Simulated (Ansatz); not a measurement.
**Band-structure calculation, with input and output: Os**

Os (Fm-3m, 1 atom in the cell), computed with DFT, r2SCAN, PAW with Ansatz's default frozen-core files, scalar-relativistic, no spin polarisation (Ansatz 0.2.0).

The structure derives from an entry of the Crystallography Open Database. It belongs to a series of runs on one base structure; here: functional r2scan, PAW files. Figures and captions count atoms from 1; the log counts them from 0 in places.

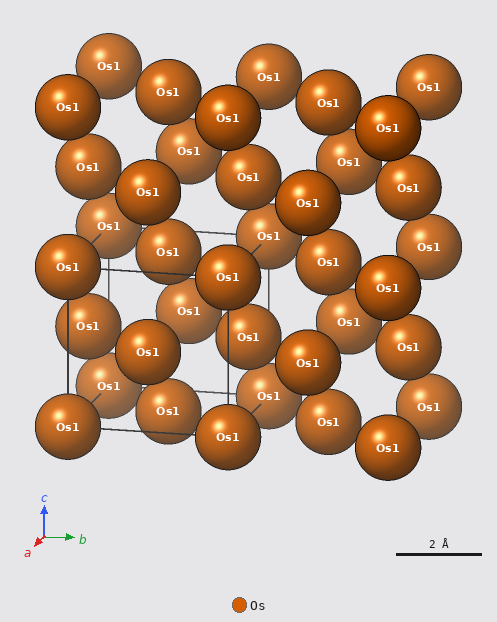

**Figure 1.** The structure (spheres-only view of the cell 4 times as large as that of the calculation, set on its symmetry axes, repeated 1 × 2 × 2, seen slightly off an axis; atoms are numbered from 1 in the order of the input). An atom can appear more than once, as a periodic image.

Input:
```yaml
crystal:
  lattice:
    - [0.0, 1.945, 1.945]
    - [1.945, 0.0, 1.945]
    - [1.945, 1.945, 0.0]
  atoms:
    - { symbol: Os, position: [0.0, 0.0, 0.0] }
kpoints:
  mp_grid: { grid: [14, 14, 14] }
  band_path:
    path:
      - [0.0, 0.0, 0.0]
      - [0.5, 0.0, 0.5]
      - [0.625, 0.25, 0.625]
      - [0.375, 0.375, 0.75]
      - [0.0, 0.0, 0.0]
      - [0.5, 0.5, 0.5]
      - [0.5, 0.25, 0.75]
      - [0.5, 0.0, 0.5]
    npoints: 5
scf:
  occupations: { method: fermi_dirac, width: 0.03 }
hamiltonian:
  xc: r2scan
  pseudopotentials: { kind: paw }
output:
  forces: true
  stress: true
  eigenvalues: true
  efg: { contact_densities: true }
  write_density: true
  write_potential: true
  elf: true
  volumetric_format: npy
```

Command:
```bash
ansatz run input.yaml --threads 1 --pin off --max-ram 2048MiB --backend cpu --events-out ev --progress --plain --runs-dir out
```

What the program printed:
```
Os: output.efg is read without spin–orbit coupling, which moves field gradients at and beside such atoms by some per cent and up to a factor of two; PAW files take it under magnetization.noncollinear and magnetization.spin_orbit
Engine: ansatz 0.2.0, aarch64-unknown-linux-gnu
Pseudopotentials: kind: paw
Pseudopotential: Os, paw, valence charge 16, recommended cutoff 500 eV (meta_gga), Os.paw.azcp
Functional definition: r2SCAN
  parameter k0 = 0.174
  parameter k1 = 0.065
  parameter a1 = 4.9479
  exchange = r2scan_x(k0 = k0, k1 = k1, a1 = a1)
  correlation = r2scan_c
Crystal: 1 atoms, lattice volume = 14.716 Å³
Basis set: ecut = 500 eV, 339 PW (Γ), exchange–correlation on 96×96×96 points (64 copies of the dense FFT grid, shifted against one another)
Bands: 12, of which v1, the nominal top of the filled ones, is band 8 counted from 1 (7 counted from 0)
Symmetry: 48 space group operations
Space group: Fm-3m (ITA 225), of the structure as read, at distance tolerance 2.5e-5 Å
k-points: 104 of 2744
Non-local potential: Os, projectors of the file, l = 0: 3, l = 1: 2, l = 2: 2, l = 3: 1
PAW form: soft (Blöchl's): semilocal exchange-correlation on the pseudo side does not see the compensation charge
PAW frozen core: Os, regenerated for the run's functional (the file was generated under x = pbe(κ = 0.804, μ = 0.2195149727645171), c = pbe(β = 0.06672455060314922))
PAW one-centre angular grid: Os, 590 points (default); XC on 160 Gauss nodes
Initial density: superposition of atomic densities (neutral atoms: chi_scale 0, normalization atom), corrected by the library's trained network
Initial wavefunctions: pseudopotential atomic-orbital guess
Functional: x = r2scan, c = r2scan; τ floored in thin density (d = 2e-4 eV/Å³)
SCF iter   1: F=—  HF=-11397.419355 eV  |F-HF|=—  |Δ(HF+E_count)|=         —  Δρ=9.40e-3  dr2=4.19e-3  dr2_τ=1.62e-2  ethr=1.77e-3  ⟨swp⟩=5.4  Hψ=7054  notcnv=0
preconditioner: auto → none  [metal: Δε(μ)=0.016 eV  Ē_g=12.037 eV  σ=0.030 eV  W_gap=0.13  n_scr=0 (ndim 8)  ℏωp=27.4 eV  f_vac=0.000  D(μ)=1.72/eV (n_scr^D=26)]
SCF iter   2: F=—  HF=-11397.435375 eV  |F-HF|=—  |Δ(HF+E_count)|=   1.60e-2  Δρ=4.23e-3  dr2=5.13e-4  dr2_τ=2.73e-4  ethr=2.62e-5  ⟨swp⟩=2.0  Hψ=2898  notcnv=0  defer=14
SCF iter   3: F=—  HF=-11397.435957 eV  |F-HF|=—  |Δ(HF+E_count)|=   5.82e-4  Δρ=1.19e-3  dr2=3.79e-5  dr2_τ=2.73e-5  ethr=3.21e-6  ⟨swp⟩=2.3  Hψ=1789  notcnv=0  defer=14
SCF iter   4: F=—  HF=-11397.436022 eV  |F-HF|=—  |Δ(HF+E_count)|=   6.49e-5  Δρ=1.25e-4  dr2=9.31e-7  dr2_τ=8.32e-8  ethr=2.37e-7  ⟨swp⟩=2.0  Hψ=1676  notcnv=0  defer=14
SCF iter   5: F=—  HF=-11397.436025 eV  |F-HF|=—  |Δ(HF+E_count)|=   3.06e-6  Δρ=3.55e-5  dr2=1.79e-7  dr2_τ=2.74e-8  ethr=5.82e-9  ⟨swp⟩=2.0  Hψ=1972  notcnv=0  defer=14
SCF iter   6: F=-11397.436025 eV  HF=-11397.436025 eV  |F-HF|=6.42e-10  |Δ(HF+E_count)|=   1.53e-8  Δρ=4.12e-6  dr2=2.00e-9  dr2_τ=1.35e-10  ethr=6.25e-10  ⟨swp⟩=8.7  Hψ=7744  notcnv=0
SCF 1 converged in 6 iterations: F = -11397.436025 eV  dr2 = 2.00e-9
  greatest PAW one-centre occupation: 1.000 electrons in one spin orbital (limit 2), on the Os atom at site 0 (counted from 0), in its partial waves of l = 0
NSCF: frozen V_eff on 36 k-points
SCF converged after 6 iterations
Free energy (F): -11397.436025 eV
Harris-Foulkes:  -11397.436025 eV  (|F-HF|=6.42e-10)
Internal energy: -11397.431355 eV  (E = F + TS)
E sigma→0 (E₀):  -11397.433690 eV
Entropy (-TS):   -0.004670 eV (-4.670 meV/atom)
Fermi energy:    24.107040 eV
--- Per-component energies (eV) ---
  E_band       = -103.721766
  E_kinetic    = 561.018228
  E_local      = -834.091985  (includes V_loc(G=0)·N_el)
  E_nonlocal   = -1.749726
  E_hartree    = 341.042344
  E_xc         = -252.146873
  E_vxc        = -313.031745  (∫ρ·V_xc dr)
  E_paw        = -9038.724943  (= ΣΔE_a)
  E_vpaw       = -216.271359  (= ΣTr[D̂ρ^β])
  E_aug_tail   = -0.000142  (compensation charges beyond the density's cutoff)
  E_vtau       = 18.321740  (kinetic-family band-sum trace: ∫τ·v_τ [+ j·A + Jᵃ·Aᵃ] dr)
  E_ewald      = -2172.393244
  E_core_change = -0.385013  (= ΣΔE_core)
  E_smearing   = -0.004670  (= −TS)
  E_closure    = 0.000000  (closes the sum)
  Σ components = -11397.436025   (vs F -11397.436025, Δ=0.00e0)
--- Forces (eV/Å), atoms counted from 1 ---
  atom   1  Os    -0.00000000     0.00000000    -0.00000000
  max |Σ_I F_I| component: 7.81e-32 eV/Å
--- Stress (GPa, compression-positive) ---
      -16.768191       0.000000      -0.000000
        0.000000     -16.768191      -0.000000
       -0.000000       0.000000     -16.768191
  P = ⅓ Tr σ = -16.7682 GPa (-167.682 kbar)
--- PAW observables at the nuclei: V_zz in 10²¹ V/m², potentials from the cell's mean, atoms counted from 1 ---
  atom   1  Os V_zz =    +0.000000   η = 0.0000   by run symmetry: forbidden
            electrostatic potential = -15468.063579 V   contact ρ = 10306896.125346 e/Å³
--- Band table (eV; the first three rows and the last of 104) ---
  k-point 0: bands = ["-64.2916", "-22.5730", "-22.5730", "-22.5730", "13.2892", "21.2687", "21.2687", "21.2687", "24.1918", "24.1918", "38.1485", "43.9240"]
  k-point 1: bands = ["-64.2871", "-22.6240", "-22.5798", "-22.5798", "13.5277", "21.1252", "21.3731", "21.3731", "24.1177", "24.1177", "38.5775", "42.9328"]
  k-point 2: bands = ["-64.2746", "-22.7652", "-22.5988", "-22.5988", "14.1993", "20.7945", "21.6141", "21.6141", "23.9986", "23.9986", "39.6454", "41.2061"]
  k-point 103: bands = ["-64.1707", "-23.2801", "-23.1549", "-22.9425", "18.3805", "19.3848", "20.8159", "23.5797", "27.2098", "33.3997", "33.6481", "34.9543"]
```

File rho_z.tsv:
```
# z_ang	rho[e/angstrom^3]
# format = ansatz-planar-average/11
# lattice	0.000000000	1.945000000	1.945000000
# lattice	1.945000000	0.000000000	1.945000000
# lattice	1.945000000	1.945000000	0.000000000
# sites	1
# site	76	0.000000000	0.000000000	0.000000000
0.000000	1.992857e0
0.114610	1.961829e0
0.229220	1.866729e0
0.343831	1.706203e0
0.458441	1.488525e0
0.573051	1.236511e0
0.687661	9.835587e-1
0.802272	7.619422e-1
0.916882	5.921613e-1
1.031492	4.788536e-1
1.146102	4.124253e-1
1.260712	3.781863e-1
1.375323	3.673957e-1
1.489933	3.781863e-1
1.604543	4.124253e-1
1.719153	4.788536e-1
1.833764	5.921613e-1
1.948374	7.619422e-1
2.062984	9.835587e-1
2.177594	1.236511e0
2.292204	1.488525e0
2.406815	1.706203e0
2.521425	1.866729e0
2.636035	1.961829e0
```

File v_z.tsv:
```
# z_ang	v_es[eV]	v_tot[eV]
# format = ansatz-planar-average/11
# xc	r2scan
# density_cutoff_ev	2000
# datasets	Os=:simpson_from_first_knot:soft:shift=0
# lattice	0.000000000	1.945000000	1.945000000
# lattice	1.945000000	0.000000000	1.945000000
# lattice	1.945000000	1.945000000	0.000000000
# sites	1
# site	76	0.000000000	0.000000000	0.000000000
0.000000	2.688835e0	-1.622298e1
0.114610	2.990314e0	-1.584369e1
0.229220	3.875276e0	-1.469358e1
0.343831	5.291193e0	-1.281625e1
0.458441	7.165509e0	-1.028961e1
0.573051	9.411692e0	-7.162660e0
0.687661	1.192285e1	-3.620725e0
0.802272	1.455547e1	7.079954e-3
0.916882	1.712001e1	3.421189e0
1.031492	1.938950e1	6.342891e0
1.146102	2.113786e1	8.550857e0
1.260712	2.220294e1	9.940585e0
1.375323	2.254955e1	1.042182e1
1.489933	2.220294e1	9.940585e0
1.604543	2.113786e1	8.550857e0
1.719153	1.938950e1	6.342891e0
1.833764	1.712001e1	3.421189e0
1.948374	1.455547e1	7.079954e-3
2.062984	1.192285e1	-3.620725e0
2.177594	9.411692e0	-7.162660e0
2.292204	7.165509e0	-1.028961e1
2.406815	5.291193e0	-1.281625e1
2.521425	3.875276e0	-1.469358e1
2.636035	2.990314e0	-1.584369e1
```

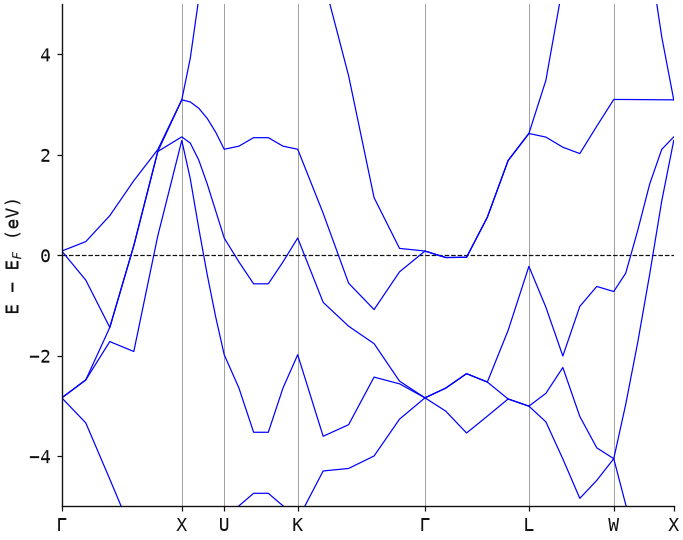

**Figure 2.** Band structure along Γ–X–U–K–Γ–L–W–X, with energies from the Fermi level. Bands cross the Fermi level: a metal at this level of theory.

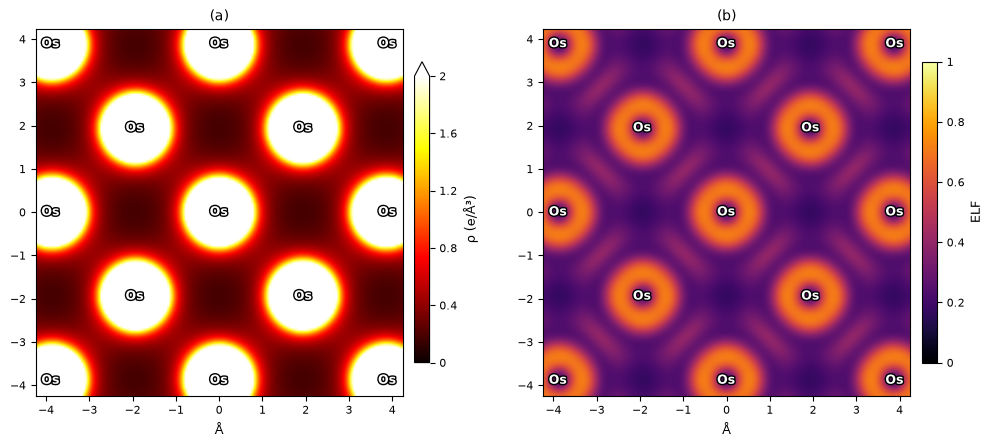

**Figure 3.** (a) valence charge density (pseudo); (b) electron localisation function on the (001) plane of the conventional cell. The section cuts through Os sites. Os–Os (2.75 Å): ρ is about 0.43 e/Å³ halfway; the ELF is about 0.40 at the midpoint, which marks nearly free electrons, as in a simple metal. Away from the nuclei the density in this plane falls to 0.18 e/Å³ at its lowest. The strong features right at Os lie inside the PAW spheres (semicore, d or f shells) and say nothing about bonding. Core electrons are frozen (PAW), so the fields are smoothed inside the atomic spheres.

Results in brief:

```csv
quantity,value
outcome,converged
space group (tolerance 0.01 Å),Fm-3m (225)
electrons treated,16
free energy,−11397.4360 eV
Fermi energy,24.107 eV
pressure,−16.77 GPa
field gradient V_zz (10²¹ V/m²),zero at all sites
electronic character,metal
largest force (length of the vector),under 0.001 eV/Å
hardware,"1 thread of Arm Neoverse V1, 24 GiB of memory available, shared host"
wall time,6.3 s
peak memory,0.4 GiB
```

The program warns: the field gradients leave out spin–orbit coupling. Spin–orbit coupling is left out, which matters for Os. The cell is under a tension of 16.8 GPa at this level, so it is not at its equilibrium volume.
